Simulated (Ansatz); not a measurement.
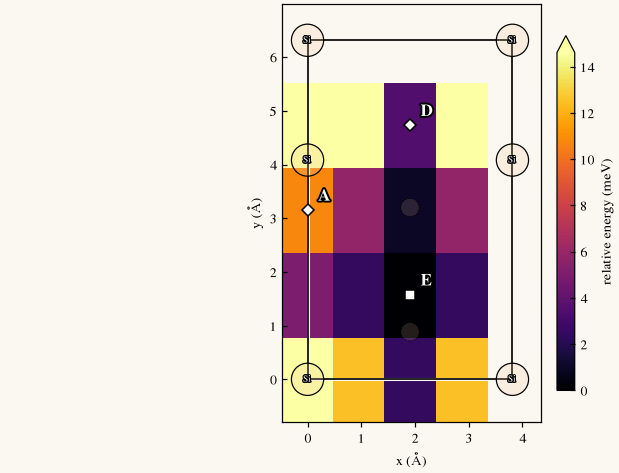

N₂ on a Si(100) slab cut from the P6_3/mmc phase, its upper half relaxed before the scan (16 atoms of substrate and one adsorbate in a 2 × 1 cell). N2 is moved over the surface cell at a fixed height above a rigid substrate; the origin of the map has the adsorbate above Si13; the height is held at 3.70 Å. Places are given modulo a cell vector. The map is drawn in real space over the plane of the surface. Grid: 4 × 4 points; 12 points were computed and 4 follow by symmetry. Places are given in fractions of the 1 × 1 surface cell. Energies are in meV, from the lowest grid point. At a fixed height the lowest place need not be the adsorption site. Theory: DFT PBE+D3(BJ), scalar-relativistic, plane waves, PAW (Ansatz). Settings: cutoff 420 eV, k-mesh 4×4×1, gaussian smearing 0.05 eV, no spin polarisation.

The picture shows one coloured cell a grid point, labelled circles for the atoms of the top layer and small ones for the second layer, the outline of one cell of the plane, one colour for all values above the top of the scale, lettered points.

Rank the lettered points by energy, lowest first.

Answer. E (0.0 meV), D (3.5 meV), A (10.8 meV).

PAW datasets: the set soft_1.
